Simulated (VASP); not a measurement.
## Geometry relaxation, with input and output: ZnSe (part 2 of 2)

Continued. System: ZnSe (F-43m, 2 atoms in the cell). Method: Kohn-Sham DFT of a periodic cell, PBEsol, VASP PAW PBE potentials, recommended, no spin polarisation (VASP 6.6.1); cutoff 600 eV, 8×8×8 k-mesh, Gaussian smearing of 0.03 eV. The structure derives from an entry of the Crystallography Open Database.

Geometry of the input (Å; fractional positions):
```
0.0000  2.8338  2.8338
2.8338  0.0000  2.8338
2.8338  2.8338  0.0000
Zn 0.0000  0.0000  0.0000
Se 0.2500  0.2500  0.2500
```

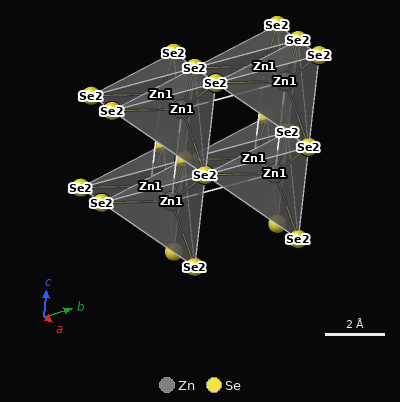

Figure 1. The geometry at step 1 of the log (polyhedral view of the cell of the calculation, seen slightly off an axis; polyhedra are completed across the faces of the cell; atoms are numbered from 1 in the order of the input).

Parts of OUTCAR, continued:
```
 non-spin polarized calculation
 Gauss-broadening in eV      SIGMA  =   0.03
  energy-cutoff  :      600.00
  volume of cell :       45.51
 maximum number of plane-waves:      1540
   NGX = 17   NGY = 17   NGZ = 17

--------------------------------------- Ionic step        1  -------------------------------------------

 number of electron      17.9999991 magnetization

 Free energy of the ion-electron system (eV)
  ---------------------------------------------------
  ext. energy  EPLUGINS =         0.00000000
  ---------------------------------------------------
  free energy    TOTEN  =        -6.77138296 eV

  energy without entropy =       -6.77138296  energy(sigma->0) =       -6.77138296

------------------------ aborting loop because EDIFF is reached ----------------------------------------

  FORCE on cell =-STRESS in cart. coord.  units (eV):
  Direction    XX          YY          ZZ          XY          YZ          ZX
  --------------------------------------------------------------------------------------
  -------------------------------------------------------------------------------------
  Total       -0.2581473     -0.2581473     -0.2581473      0.0000000      0.0000000     -0.0000000
  in kB       -9.0874181     -9.0874181     -9.0874181      0.0000000      0.0000000     -0.0000000
  external PRESSURE =      -9.0874181 kB  Pullay stress =       0.0000000 kB

 VOLUME and BASIS-vectors are now :
 -----------------------------------------------------------------------------
  energy-cutoff  :      600.00
  volume of cell :       45.51
      direct lattice vectors                 reciprocal lattice vectors
     0.000000000  2.833800000  2.833800000    -0.176441527  0.176441527  0.176441527
     2.833800000  0.000000000  2.833800000     0.176441527 -0.176441527  0.176441527
     2.833800000  2.833800000  0.000000000     0.176441527  0.176441527 -0.176441527

 POSITION                                       TOTAL-FORCE (eV/Angst)
 -----------------------------------------------------------------------------------
      0.00000      0.00000      0.00000         0.000000      0.000000      0.000000
      1.41690      1.41690      1.41690        -0.000000     -0.000000     -0.000000
 -----------------------------------------------------------------------------------
    total drift:                                0.000001      0.000001      0.000001

  FREE ENERGIE OF THE ION-ELECTRON SYSTEM (eV)
  ---------------------------------------------------
  free  energy   TOTEN  =        -6.7713829579 eV

  energy  without entropy=       -6.7713829579  energy(sigma->0) =       -6.77138296

--------------------------------------- Ionic step        2  -------------------------------------------

 number of electron      17.9999985 magnetization

------------------------ aborting loop because EDIFF is reached ----------------------------------------

  FORCE on cell =-STRESS in cart. coord.  units (eV):
  Direction    XX          YY          ZZ          XY          YZ          ZX
  --------------------------------------------------------------------------------------
  -------------------------------------------------------------------------------------
  Total        0.1256527      0.1256527      0.1256527      0.0000000      0.0000000      0.0000000
  in kB        4.5069522      4.5069522      4.5069522      0.0000000      0.0000000      0.0000000
  external PRESSURE =       4.5069522 kB  Pullay stress =       0.0000000 kB

 VOLUME and BASIS-vectors are now :
 -----------------------------------------------------------------------------
  energy-cutoff  :      600.00
  volume of cell :       44.67
      direct lattice vectors                 reciprocal lattice vectors
     0.000000000  2.816154340  2.816154340    -0.177547087  0.177547087  0.177547087
     2.816154340  0.000000000  2.816154340     0.177547087 -0.177547087  0.177547087
     2.816154340  2.816154340 -0.000000000     0.177547087  0.177547087 -0.177547087

 POSITION                                       TOTAL-FORCE (eV/Angst)
 -----------------------------------------------------------------------------------
      0.00000      0.00000      0.00000        -0.000000     -0.000000     -0.000000
      1.40808      1.40808      1.40808         0.000000      0.000000      0.000000
 -----------------------------------------------------------------------------------
    total drift:                                0.000000      0.000000      0.000000

  FREE ENERGIE OF THE ION-ELECTRON SYSTEM (eV)
  ---------------------------------------------------
  free  energy   TOTEN  =        -6.7730713438 eV

  energy  without entropy=       -6.7730713438  energy(sigma->0) =       -6.77307134

--------------------------------------- Ionic step        3  -------------------------------------------

 number of electron      17.9999986 magnetization

 Free energy of the ion-electron system (eV)
  ---------------------------------------------------
  ext. energy  EPLUGINS =         0.00000000
  ---------------------------------------------------
  free energy    TOTEN  =        -6.77324114 eV

  energy without entropy =       -6.77324114  energy(sigma->0) =       -6.77324114

 E-fermi :   1.7391     XC(G=0):  -9.5897     alpha+bet : -7.3062

 val. band max:        1.6082360539   @ k =   0.0000   0.0000   0.0000
 cond. band min:       2.8344949627   @ k =   0.0000   0.0000   0.0000
 fundamental gap:      1.2262589088
 Fermi energy:         1.7390871907

 k-point     1 :       0.0000    0.0000    0.0000
  band No.  band energies     occupation
      1     -11.7685      2.00000
      2      -5.0013      2.00000
      3      -5.0013      2.00000
      4      -5.0013      2.00000
      5      -4.6170      2.00000
      6      -4.6170      2.00000
      7       1.6082      2.00000
      8       1.6082      2.00000
      9       1.6082      2.00000
     10       2.8345      0.00000
     11       7.3353      0.00000
     12       7.3353      0.00000
     13       7.3353      0.00000

 k-point     2 :       0.1250    0.0000    0.0000
  band No.  band energies     occupation
      1     -11.6642      2.00000
      2      -4.9964      2.00000
      3      -4.9848      2.00000
      4      -4.9848      2.00000
      5      -4.6185      2.00000
      6      -4.6185      2.00000
      7       0.2489      2.00000
      8       1.4502      2.00000
      9       1.4502      2.00000
     10       3.8445      0.00000
     11       7.2726      0.00000
     12       7.5959      0.00000
     13       7.5959      0.00000

 k-point     3 :       0.2500    0.0000    0.0000
  band No.  band energies     occupation
      1     -11.3927      2.00000
      2      -4.9488      2.00000
      3      -4.9488      2.00000
      4      -4.9457      2.00000
      5      -4.6171      2.00000
      6      -4.6171      2.00000
      7      -1.5137      2.00000
      8       1.1142      2.00000
      9       1.1142      2.00000
     10       4.2980      0.00000
     11       7.9778      0.00000
     12       7.9778      0.00000
     13       8.1105      0.00000

 k-point     4 :       0.3750    0.0000    0.0000
  band No.  band energies     occupation
      1     -11.0864      2.00000
      2      -4.9200      2.00000
      3      -4.9200      2.00000
      4      -4.7505      2.00000
      5      -4.6060      2.00000
      6      -4.6059      2.00000
      7      -2.9878      2.00000
      8       0.8229      2.00000
      9       0.8229      2.00000
     10       4.1641      0.00000
     11       7.9823      0.00000
     12       7.9823      0.00000
     13       9.5532      0.00000

 k-point     5 :       0.5000    0.0000    0.0000
  band No.  band energies     occupation
      1     -10.9466      2.00000
      2      -4.9108      2.00000
      3      -4.9108      2.00000
      4      -4.5978      2.00000
      5      -4.5978      2.00000
      6      -4.4538      2.00000
      7      -3.7653      2.00000
      8       0.7116      2.00000
      9       0.7116      2.00000
     10       4.0770      0.00000
     11       7.9086      0.00000
     12       7.9086      0.00000
     13      10.0502      0.00000

 [... the levels of 18 k-points are left out ...]

 k-point    24 :      -0.3750    0.2500    0.1250
  band No.  band energies     occupation
      1     -10.8096      2.00000
      2      -4.8969      2.00000
      3      -4.8562      2.00000
      4      -4.6529      2.00000
      5      -4.6102      2.00000
      6      -4.4010      2.00000
      7      -3.4113      2.00000
      8      -0.8845      2.00000
      9       0.0901      2.00000
     10       5.8074      0.00000
     11       7.0234      0.00000
     12       8.9811      0.00000
     13      10.2159      0.00000

 [... further k-points ...]

------------------------ aborting loop because EDIFF is reached ----------------------------------------

  FORCE on cell =-STRESS in cart. coord.  units (eV):
  Direction    XX          YY          ZZ          XY          YZ          ZX
  --------------------------------------------------------------------------------------
  -------------------------------------------------------------------------------------
  Total        0.0026510      0.0026510      0.0026510      0.0000000     -0.0000000     -0.0000000
  in kB        0.0946308      0.0946308      0.0946308      0.0000000     -0.0000000     -0.0000000
  external PRESSURE =       0.0946308 kB  Pullay stress =       0.0000000 kB

 VOLUME and BASIS-vectors are now :
 -----------------------------------------------------------------------------
  energy-cutoff  :      600.00
  volume of cell :       44.88
      direct lattice vectors                 reciprocal lattice vectors
     0.000000000  2.820664609  2.820664609    -0.177263188  0.177263188  0.177263188
     2.820664609  0.000000000  2.820664609     0.177263188 -0.177263188  0.177263188
     2.820664609  2.820664609 -0.000000000     0.177263188  0.177263188 -0.177263188

 POSITION                                       TOTAL-FORCE (eV/Angst)
 -----------------------------------------------------------------------------------
      0.00000      0.00000      0.00000        -0.000000     -0.000000     -0.000000
      1.41033      1.41033      1.41033         0.000000      0.000000      0.000000
 -----------------------------------------------------------------------------------
    total drift:                                0.000001      0.000001      0.000000

  FREE ENERGIE OF THE ION-ELECTRON SYSTEM (eV)
  ---------------------------------------------------
  free  energy   TOTEN  =        -6.7732411403 eV

  energy  without entropy=       -6.7732411403  energy(sigma->0) =       -6.77324114

 reached required accuracy - stopping structural energy minimisation
```

CONTCAR:
```
ZnSe
   1.00000000000000
     0.0000000000000000    2.8206646091566521    2.8206646091566521
     2.8206646091566521    0.0000000000000000    2.8206646091566521
     2.8206646091566521    2.8206646091566521   -0.0000000000000000
  Zn              Se
     1     1
Direct
     0.0000000000000000    0.0000000000000000    0.0000000000000000
     0.2500000000000000    0.2500000000000000    0.2500000000000000

  0.00000000E+00  0.00000000E+00  0.00000000E+00
  0.00000000E+00  0.00000000E+00  0.00000000E+00
```

Trajectory as extended XYZ (Å, eV, eV/Å), 3 frames, from step=0 to step=2:
```
2
Lattice="0.0000 2.8338 2.8338 2.8338 0.0000 2.8338 2.8338 2.8338 0.0000" Properties=species:S:1:pos:R:3:forces:R:3 step=0 energy=-6.77138
Zn    0.0000    0.0000    0.0000    0.0000   0.0000   0.0000
Se    1.4169    1.4169    1.4169    0.0000   0.0000   0.0000
2
Lattice="0.0000 2.8162 2.8162 2.8162 0.0000 2.8162 2.8162 2.8162 -0.0000" Properties=species:S:1:pos:R:3:forces:R:3 step=1 energy=-6.77307
Zn    0.0000    0.0000    0.0000    0.0000   0.0000   0.0000
Se    1.4081    1.4081    1.4081    0.0000   0.0000   0.0000
2
Lattice="0.0000 2.8207 2.8207 2.8207 0.0000 2.8207 2.8207 2.8207 -0.0000" Properties=species:S:1:pos:R:3:forces:R:3 step=2 energy=-6.77324
Zn    0.0000    0.0000    0.0000    0.0000   0.0000   0.0000
Se    1.4103    1.4103    1.4103    0.0000   0.0000   0.0000
```
